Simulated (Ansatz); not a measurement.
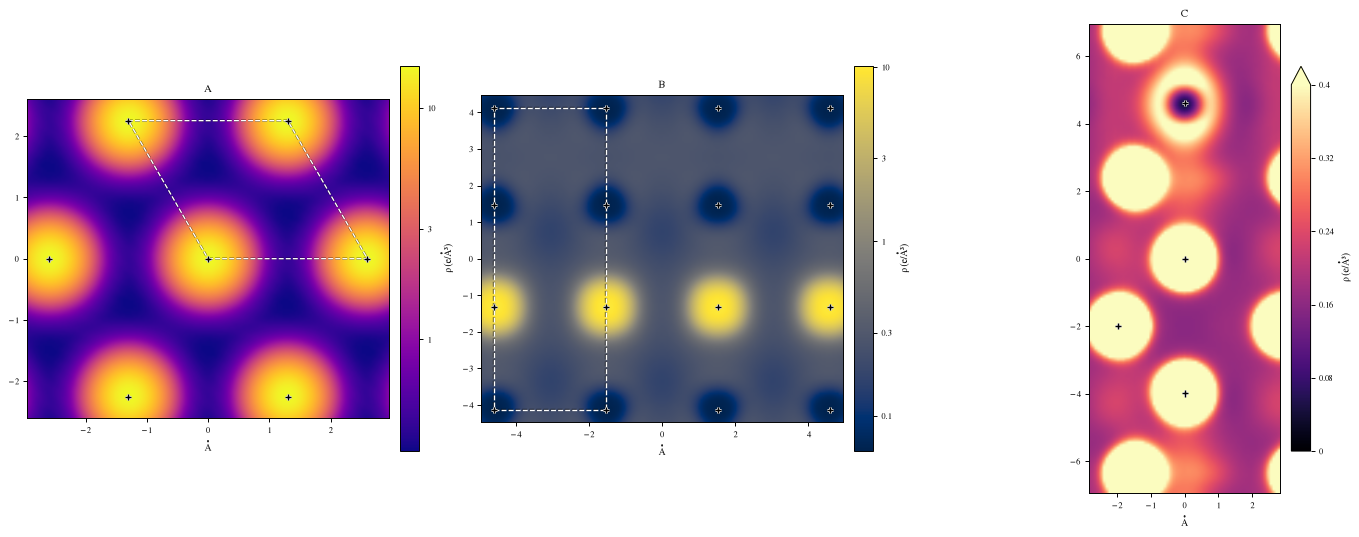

The valence electron density of 3 systems, each on a plane through atoms (crosses mark nuclei in the plane).

Computed with DFT PBEsol, scalar-relativistic, plane waves, PAW in Ansatz 0.2.0.

System 1: Al2Ru, the (100) plane of the conventional cell. Space group I4/mmm; a structure from a database of computed crystals, not necessarily the ambient phase; computed pressure about 12 GPa in this cell; computed without spin polarisation.

System 2: Rh, the (001) plane of the conventional cell. Space group P6₃/mmc; a structure from a database of computed crystals, not necessarily the ambient phase; computed pressure about 30 GPa in this cell; computed without spin polarisation.

System 3: Ti5Si, the (010) plane of the conventional cell. Space group R32; a structure from a database of computed crystals, not necessarily the ambient phase; computed without spin polarisation.

> Which map belongs to which system?

Panel A is system 2, Rh: the plane holds Rh. Rh–Rh (2.60 Å): the density is about 0.43 e/Å³ at the midpoint. Panel B is system 1, Al2Ru: the plane holds Al and Ru. Al–Al (2.64 Å): ρ at the midpoint is about 0.25 e/Å³. Panel C is system 3, Ti5Si: the plane holds Ti and Si. Ti–Ti (2.80 Å): ρ is about 0.19 e/Å³ halfway.
